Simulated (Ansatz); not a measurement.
## Single-point calculation of C25O (part 2 of 2)

Continued. System: C25O (slab, 26 atoms in the cell). Method: DFT PBE+D3(BJ), scalar-relativistic, plane waves, PAW, PAW set soft_1, no spin polarisation (Ansatz 0.2.0); cutoff 420 eV, 6×4×1 k-mesh, Gaussian smearing of 0.05 eV. The structure derives from an entry of the Crystallography Open Database.

Output, continued:
```
  k-point 0: bands = ["-25.5649", "-21.6766", "-21.4132", "-19.9670", "-19.7215", "-17.6045", "-17.3868", "-17.3849", "-17.3735", "-17.3336", "-17.3292", "-15.7133", "-15.7078", "-15.4946", "-15.4919", "-13.7027", "-13.7003", "-13.6833", "-13.6809", "-13.1526", "-12.9794", "-10.6762", "-10.3941", "-9.9774", "-9.9765", "-9.8155", "-9.8106", "-9.0997", "-8.9513", "-8.8340", "-8.7895", "-8.6200", "-8.5937", "-8.1977", "-8.1765", "-7.6573", "-7.6177", "-6.9238", "-6.5474", "-6.1549", "-6.1185", "-5.6270", "-5.0389", "-5.0196", "-5.0188", "-4.9451", "-4.9412", "-3.3679", "-3.3230", "-3.3201", "-3.1570", "-3.1565", "-2.9394", "-2.3829", "-2.3391", "-2.3328", "-1.9717", "-1.9326", "-1.9326", "-0.5314", "-0.5279", "-0.0444", "-0.0436", "0.3643", "1.2563", "1.4170", "1.8811", "2.3990", "2.8428", "3.5500", "3.5561", "3.8130", "4.1495", "4.7626", "4.8783", "5.2019", "5.2245", "5.3546", "5.4889"]
  k-point 1: bands = ["-25.5649", "-21.6399", "-21.4538", "-19.9327", "-19.7591", "-17.5722", "-17.4252", "-17.4251", "-17.4089", "-17.2925", "-17.2899", "-15.7250", "-15.7199", "-15.4798", "-15.4776", "-13.7468", "-13.7464", "-13.6359", "-13.6355", "-13.1282", "-13.0057", "-10.6761", "-10.1679", "-9.9802", "-9.9795", "-9.8123", "-9.8075", "-9.0848", "-8.9731", "-8.9001", "-8.8278", "-8.7960", "-8.4045", "-8.1984", "-8.1765", "-7.6516", "-7.6235", "-7.2157", "-6.3525", "-6.1495", "-6.1239", "-5.6258", "-5.2961", "-5.2950", "-5.2942", "-4.7266", "-4.7246", "-3.3217", "-3.3187", "-3.3051", "-3.1551", "-3.1546", "-3.0065", "-2.3503", "-2.3449", "-2.3184", "-2.0323", "-1.8720", "-1.8713", "-0.5817", "-0.5788", "0.1537", "0.1540", "0.5686", "1.2240", "1.4163", "1.6311", "3.0206", "3.1008", "3.6889", "3.7650", "3.9773", "4.5563", "4.6487", "4.9175", "4.9618", "5.0049", "5.2571", "5.3094"]
  k-point 2: bands = ["-25.5649", "-21.5503", "-21.5473", "-19.8494", "-19.8458", "-17.4933", "-17.4908", "-17.4485", "-17.4483", "-17.2681", "-17.2659", "-15.7354", "-15.7305", "-15.4664", "-15.4644", "-13.7684", "-13.7681", "-13.6129", "-13.6126", "-13.0693", "-13.0665", "-10.6761", "-9.9830", "-9.9823", "-9.8092", "-9.8044", "-9.5822", "-9.5798", "-9.0243", "-9.0226", "-8.8144", "-8.8094", "-8.1992", "-8.1765", "-7.8478", "-7.8451", "-7.6398", "-7.6354", "-6.1374", "-6.1362", "-5.8532", "-5.8514", "-5.6245", "-5.4324", "-5.4313", "-4.6530", "-4.6511", "-3.3207", "-3.3177", "-3.1603", "-3.1566", "-3.1534", "-3.1529", "-2.3362", "-2.3312", "-2.1769", "-2.1715", "-1.8442", "-1.8433", "-0.5734", "-0.5708", "0.3080", "0.3081", "1.0743", "1.0803", "1.1971", "1.4155", "3.4143", "3.6779", "4.2191", "4.2260", "4.2933", "4.4372", "4.7708", "4.7985", "4.8940", "4.9693", "5.0018", "5.0052"]
  k-point 13: bands = ["-25.5643", "-20.5468", "-20.5464", "-20.3740", "-20.3737", "-18.8802", "-18.8793", "-18.7207", "-18.7198", "-16.6011", "-16.6005", "-16.4530", "-16.4524", "-12.8804", "-12.8797", "-12.8746", "-12.8743", "-11.6480", "-11.6471", "-11.6320", "-11.6315", "-11.0154", "-11.0152", "-10.9588", "-10.9587", "-10.6712", "-9.4414", "-9.4410", "-9.3915", "-9.3910", "-8.8352", "-8.8349", "-8.7137", "-8.7136", "-8.6665", "-8.6664", "-8.2202", "-8.1937", "-7.6395", "-7.6392", "-7.0928", "-7.0920", "-5.9833", "-5.9824", "-5.5782", "-5.0102", "-5.0096", "-4.0075", "-4.0068", "-2.9869", "-2.9855", "-2.9143", "-2.9122", "-2.8143", "-2.8140", "-2.6976", "-2.6971", "0.0404", "0.0412", "0.1405", "0.1412", "1.0998", "1.2924", "2.6822", "2.6832", "2.8620", "2.8622", "4.2210", "4.3987", "4.4311", "4.5163", "4.5723", "4.5904", "4.8954", "4.9024", "5.2144", "5.2284", "5.2840", "5.3932"]
```

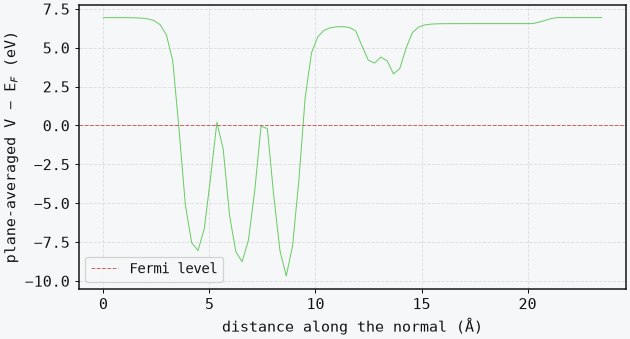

Figure 1. Plane average of the electrostatic potential energy of an electron across the cell, from the Fermi level. The vacuum level lies 6.55 eV above the Fermi level on the upper side and 6.94 eV on the lower.

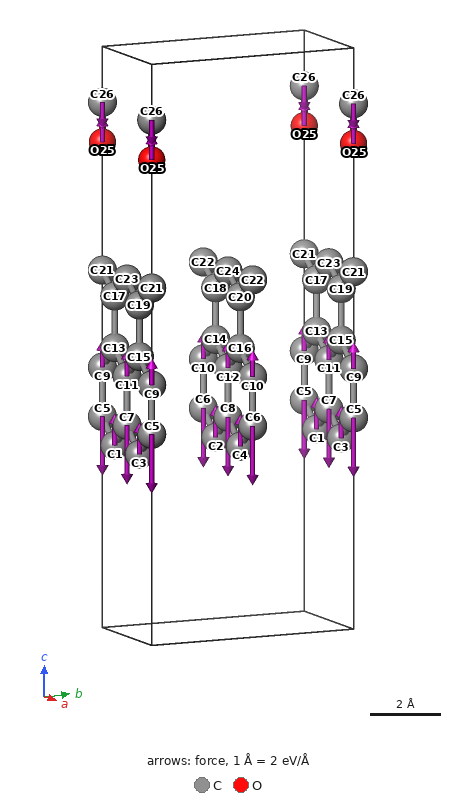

Figure 2. Forces on the atoms as pink arrows (ball-and-stick view of the cell of the calculation, with the vacuum cut short, seen slightly off an axis; atoms are numbered from 1 in the order of the input); the smallest are left out. The largest act on C6, C8 (3.44 eV/Å); C5, C7 (3.43 eV/Å); C2, C4 (1.87 eV/Å); C1, C3 (1.86 eV/Å), among others. The geometry is not a stationary point of this energy.

The run was set up as follows.

The input:
```yaml
crystal:
  lattice:
    - [4.9311586502, 0.0, 0.0]
    - [-2.4655793251, 6.7895556517, 0.0]
    - [0.0, 0.0, 23.7859273492]
  atoms:
    - { symbol: C, position: [0.25, 0.0, 0.1681666618] }
    - { symbol: C, position: [0.25, 0.5, 0.1681666618] }
    - { symbol: C, position: [0.75, 0.0, 0.1681666618] }
    - { symbol: C, position: [0.75, 0.5, 0.1681666618] }
    - { symbol: C, position: [0.0, 0.0, 0.1980626486] }
    - { symbol: C, position: [0.0, 0.5, 0.1980626486] }
    - { symbol: C, position: [0.5, 0.0, 0.1980626486] }
    - { symbol: C, position: [0.5, 0.5, 0.1980626486] }
    - { symbol: C, position: [0.0, 0.0, 0.2578893198] }
    - { symbol: C, position: [0.0, 0.5, 0.2578893198] }
    - { symbol: C, position: [0.5, 0.0, 0.2578893198] }
    - { symbol: C, position: [0.5, 0.5, 0.2578893198] }
    - { symbol: C, position: [0.25, 0.0, 0.2870659527] }
    - { symbol: C, position: [0.25, 0.5, 0.2870659527] }
    - { symbol: C, position: [0.75, 0.0, 0.2870659527] }
    - { symbol: C, position: [0.75, 0.5, 0.2870659527] }
    - { symbol: C, position: [0.25, 0.0, 0.3496842014] }
    - { symbol: C, position: [0.25, 0.5, 0.3496842014] }
    - { symbol: C, position: [0.75, 0.0, 0.3496842014] }
    - { symbol: C, position: [0.75, 0.5, 0.3496842014] }
    - { symbol: C, position: [0.0, 0.0, 0.3756812681] }
    - { symbol: C, position: [0.0, 0.5, 0.3756812681] }
    - { symbol: C, position: [0.5, 0.0, 0.3756812681] }
    - { symbol: C, position: [0.5, 0.5, 0.3756812681] }
    - { symbol: O, position: [0.0, 0.0, 0.5312354302] }
    - { symbol: C, position: [0.0, 0.0, 0.5795833455] }
basis:
  ecutwfc: 420
kpoints:
  mp_grid: { grid: [6, 4, 1] }
hamiltonian:
  xc: pbe
  pseudopotentials: { kind: paw, azcp: { folder: soft_1 } }
  dispersion: d3bj
scf:
  occupations: { method: gaussian, width: 0.05 }
output:
  forces: true
  eigenvalues: true
efield:
  axis: 3
  dipole_correction: true
  ramp_width: 0.04
```

Launched with:
```bash
ansatz run input.yaml --threads 2 --pin off --max-ram 6144MiB --backend cpu --events-out ev --progress --plain --runs-dir out
```

Key numbers:

```tsv
quantity	value
outcome	converged
electrons treated	106
free energy	−6815.9965 eV
work function, top face	6.55 eV
work function, bottom face	6.94 eV
Fermi energy	−2.857 eV
gap on the k-point mesh	none (metallic)
work function (upper face)	6.55 eV
largest force (length of the vector)	3.437 eV/Å
hardware	2 threads of Arm Neoverse N1, 98 GiB of memory available, shared host
wall time	1.9 min (CPU time 3.6 min)
peak memory	1.3 GiB
```

Remarks:

Warnings of the run: the k-point mesh lowers the symmetry that the run can use.
